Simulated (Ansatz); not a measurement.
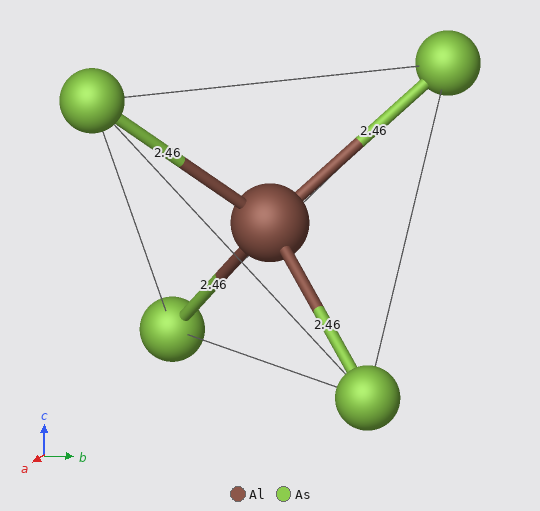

Coordination of Al in AlAs (F-43m); bond lengths in Å. Continuous shape measures are computed against ideal polyhedra (0 is ideal; above about 3 the distortion is strong). Source: a calculation's input that goes back to an entry of the Crystallography Open Database (an earlier step may have relaxed or displaced it).

**Name the coordination polyhedron and say how regular it is.**

AlAs4: an essentially ideal tetrahedron (coordination number 4, S = 0.00; next best see-saw, S = 9.8).

**Does the central atom sit at the centroid of its ligands?**

Yes, to within 0.01 Å; the site symmetry is -43m.
